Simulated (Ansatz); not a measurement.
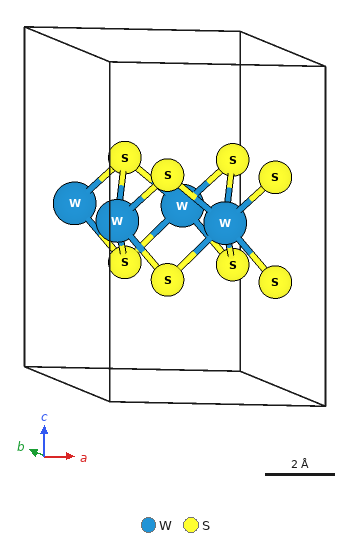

The structure as given in the input (ball-and-stick view of the 2 × 2 repeat of the cell, with the vacuum cut short, seen slightly off an axis). An atom can appear more than once, as a periodic image.

**Single-point calculation, with input and output: WS$_{2}$**

- system: WS$_{2}$ (P-6m2, 3 atoms in the cell)
- method: DFT PBEsol, scalar-relativistic, plane waves, PAW, no spin polarisation (Ansatz 0.2.0)

The structure derives from a Materials Project entry. Figures and captions count atoms from 1; the log counts them from 0 in places.

### What the program printed
```
Engine: ansatz 0.2.0, aarch64-unknown-linux-gnu
Pseudopotentials: kind: paw
Pseudopotential: W, paw, valence charge 14, recommended cutoff 420 eV (normal), W.paw.azcp
Pseudopotential: S, paw, valence charge 6, recommended cutoff 420 eV (normal), S.paw.azcp
Functional definition: PBEsol
  exchange = pbesol_x
  correlation = pbesol_c
Crystal: 3 atoms, lattice volume = 148.775 Å³
Basis set: ecut = 420 eV, 2937 PW (Γ), exchange–correlation on 48×48×240 points (8 copies of the dense FFT grid, shifted against one another)
Bands: 17, of which v1, the nominal top of the filled ones, is band 13 counted from 1 (12 counted from 0)
Symmetry: 12 space group operations
Space group: P-6m2 (ITA 187), of the structure as read, at distance tolerance 5.3e-5 Å
k-points: 7 of 36 (time reversal used)
Non-local potential: W, projectors of the file, l = 0: 3, l = 1: 2, l = 2: 2, l = 3: 1
Non-local potential: S, projectors of the file, l = 0: 2, l = 1: 2, l = 2: 2
PAW form: soft (Blöchl's): semilocal exchange-correlation on the pseudo side does not see the compensation charge
PAW frozen core: W, regenerated for the run's functional, and the local potential with it (the file was generated under x = pbe(κ = 0.804, μ = 0.2195149727645171), c = pbe(β = 0.06672455060314922))
PAW frozen core: S, regenerated for the run's functional, and the local potential with it (the file was generated under x = pbe(κ = 0.804, μ = 0.2195149727645171), c = pbe(β = 0.06672455060314922))
PAW one-centre angular grid: W, 590 points (default); XC on 64 Gauss nodes
PAW one-centre angular grid: S, 110 points (default); XC on 64 Gauss nodes
Initial density: superposition of atomic densities (neutral atoms: chi_scale 0, normalization atom), corrected by the library's trained network
Initial wavefunctions: pseudopotential atomic-orbital guess
Functional: x = pbesol(κ = 0.804, μ = 0.12345679012345678), c = pbesol(β = 0.046)
SCF iter   1: F=—  HF=-12029.045791 eV  |F-HF|=—  |Δ(HF+E_count)|=         —  Δρ=5.58e-3  dr2=1.08e-1  ethr=1.77e-3  ⟨swp⟩=8.9  Hψ=852  notcnv=0
preconditioner: auto → none  [insulator: Δε(μ)=1.675 eV  Ē_g=8.663 eV  σ=0.100 eV  W_gap=1.00  n_scr=10 (ndim 8)  ℏωp=12.9 eV  f_vac=0.610  D(μ)=0.00/eV (n_scr^D=0)  ε∞_Penn≈3.2]
SCF iter   2: F=—  HF=-12029.092308 eV  |F-HF|=—  |Δ(HF+E_count)|=   4.65e-2  Δρ=8.05e-3  dr2=3.61e-1  ethr=4.16e-4  ⟨swp⟩=3.0  Hψ=273  notcnv=0  recentre
SCF iter   3: F=—  HF=-12029.033433 eV  |F-HF|=—  |Δ(HF+E_count)|=   5.89e-2  Δρ=1.98e-3  dr2=3.92e-3  ethr=4.16e-4  ⟨swp⟩=2.7  Hψ=205  notcnv=0
SCF iter   4: F=—  HF=-12029.036831 eV  |F-HF|=—  |Δ(HF+E_count)|=   3.40e-3  Δρ=4.07e-4  dr2=1.31e-4  ethr=1.51e-5  ⟨swp⟩=2.1  Hψ=227  notcnv=0
SCF iter   5: F=—  HF=-12029.036950 eV  |F-HF|=—  |Δ(HF+E_count)|=   1.19e-4  Δρ=1.36e-4  dr2=1.09e-5  ethr=5.02e-7  ⟨swp⟩=2.4  Hψ=212  notcnv=0
SCF iter   6: F=—  HF=-12029.036925 eV  |F-HF|=—  |Δ(HF+E_count)|=   2.49e-5  Δρ=2.64e-5  dr2=1.47e-6  ethr=4.19e-8  ⟨swp⟩=2.3  Hψ=208  notcnv=0
SCF iter   7: F=-12029.036925 eV  HF=-12029.036924 eV  |F-HF|=1.84e-8  |Δ(HF+E_count)|=   3.23e-7  Δρ=4.97e-6  dr2=2.71e-8  ethr=3.85e-10  ⟨swp⟩=6.3  Hψ=776  notcnv=0
SCF 1 converged in 7 iterations: F = -12029.036925 eV  dr2 = 2.71e-8
  greatest PAW one-centre occupation: 1.000 electrons in one spin orbital (limit 2), on the W atom at site 0 (counted from 0), in its partial waves of l = 0
SCF converged after 7 iterations
Free energy (F): -12029.036925 eV
Harris-Foulkes:  -12029.036924 eV  (|F-HF|=1.84e-8)
Internal energy: -12029.036925 eV  (E = F + TS)
E sigma→0 (E₀):  -12029.036925 eV
Fermi energy:    1.111400 eV
--- Per-component energies (eV) ---
  E_band       = -467.577096
  E_kinetic    = 665.215524
  E_local      = -12408.930038  (includes V_loc(G=0)·N_el)
  E_nonlocal   = 60.233209
  E_hartree    = 5883.598761
  E_xc         = -457.951095
  E_vxc        = -413.970324  (∫ρ·V_xc dr)
  E_paw        = -9604.437820  (= ΣΔE_a)
  E_vpaw       = -137.325314  (= ΣTr[D̂ρ^β])
  E_aug_tail   = -0.000064  (compensation charges beyond the density's cutoff)
  E_ewald      = 3832.888907
  E_core_change = 0.345691  (= ΣΔE_core)
  E_smearing   = -0.000000  (= −TS)
  E_closure    = -0.000000  (closes the sum)
  Σ components = -12029.036925   (vs F -12029.036925, Δ=0.00e0)
--- Forces (eV/Å), atoms counted from 1 ---
  atom   1  W      0.00000000    -0.00000000     0.00000000
  atom   2  S      0.00000000     0.00000000     0.12066575
  atom   3  S      0.00000000     0.00000000    -0.12066575
  max |Σ_I F_I| component: 9.25e-18 eV/Å
--- Stress (GPa, compression-positive) ---
       -1.405677       0.000000       0.000000
        0.000000      -1.405677       0.000000
        0.000000       0.000000      -0.405450
  P = ⅓ Tr σ = -1.0723 GPa (-10.723 kbar)
--- Band table (eV; the first three rows and the last of 7) ---
  k-point 0: bands = ["-73.6695", "-37.9550", "-37.7950", "-37.7950", "-14.5383", "-12.8476", "-6.1284", "-2.6740", "-2.6740", "-1.8291", "-1.4195", "-1.4195", "0.2250", "3.1180", "3.1180", "3.3206", "3.3206"]
  k-point 1: bands = ["-73.6653", "-37.9395", "-37.8808", "-37.8150", "-14.0941", "-12.6892", "-5.6254", "-3.6548", "-2.9386", "-2.2465", "-2.0199", "-1.1326", "-0.1140", "2.6362", "2.9829", "3.0208", "3.8362"]
  k-point 2: bands = ["-73.6569", "-38.0484", "-37.9083", "-37.8547", "-13.0533", "-12.3280", "-5.5843", "-4.2802", "-4.2675", "-2.8750", "-1.6327", "-1.4027", "-0.9761", "2.7961", "2.8454", "3.8616", "4.7369"]
  k-point 6: bands = ["-73.6505", "-38.0467", "-38.0122", "-37.8848", "-12.0795", "-11.9515", "-5.5733", "-5.1526", "-4.2887", "-3.6512", "-3.0042", "-2.0868", "0.2178", "1.9992", "3.5913", "4.3040", "5.7802"]
```

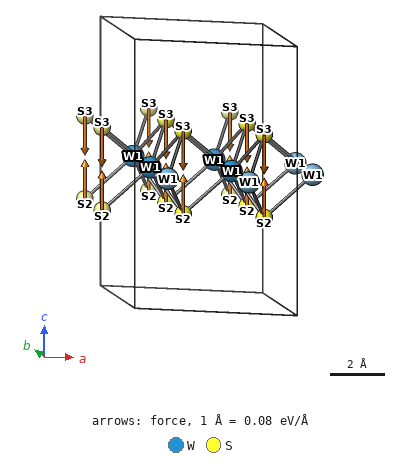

Forces on the atoms as orange arrows (ball-and-stick view of the 2 × 2 repeat of the cell, with the vacuum cut short, seen slightly off an axis; neighbours outside the cell are drawn fainter; atoms are numbered from 1 in the order of the input). The largest act on S2, S3 (0.12 eV/Å). The geometry is not a stationary point of this energy.

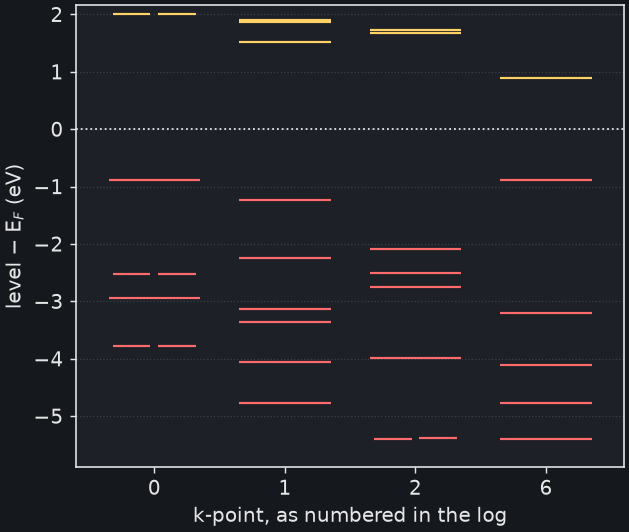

Kohn–Sham levels near the Fermi level (dotted) at the few k-points that the log prints; levels within 0.02 eV of each other stand side by side. Among these points the highest filled and lowest empty levels are 1.77 eV apart, which is the gap on the mesh.

This output came from the following input.

### Input file
```yaml
crystal:
  lattice:
    - [3.1835163552, 0.0, 0.0]
    - [-1.5917581776, 2.7570060369, 0.0]
    - [0.0, 0.0, 16.95057789]
  atoms:
    - { symbol: W, position: [0.33333333, 0.66666667, 0.0] }
    - { symbol: S, position: [0.66666667, 0.33333333, 0.90799949] }
    - { symbol: S, position: [0.66666667, 0.33333333, 0.09200051] }
basis:
  ecutwfc: 420
kpoints:
  mp_grid: { grid: [6, 6, 1] }
hamiltonian:
  xc: pbesol
scf:
  occupations: { method: gaussian, width: 0.1 }
output:
  forces: true
  stress: true
  eigenvalues: true
```

Launched with:
```bash
ansatz run input.yaml --threads 2 --pin off --max-ram 5120MiB --backend cpu --events-out ev --progress --plain --runs-dir out
```

### Key numbers

| quantity | value |
| --- | --- |
| outcome | converged |
| space group (tolerance 0.01 Å) | P-6m2 (187) |
| electrons treated | 26 |
| free energy | −12029.0369 eV |
| Fermi energy | 1.111 eV |
| gap on the k-point mesh | 1.77 eV |
| pressure | −1.07 GPa |
| largest force (length of the vector) | 0.121 eV/Å |
| hardware | 2 threads of Arm Neoverse N1, 24 GiB of memory available, shared host |
| wall time | 1.8 s (CPU time 3.3 s) |
| peak memory | 0.34 GiB |

Spin–orbit coupling is left out, which matters for W.
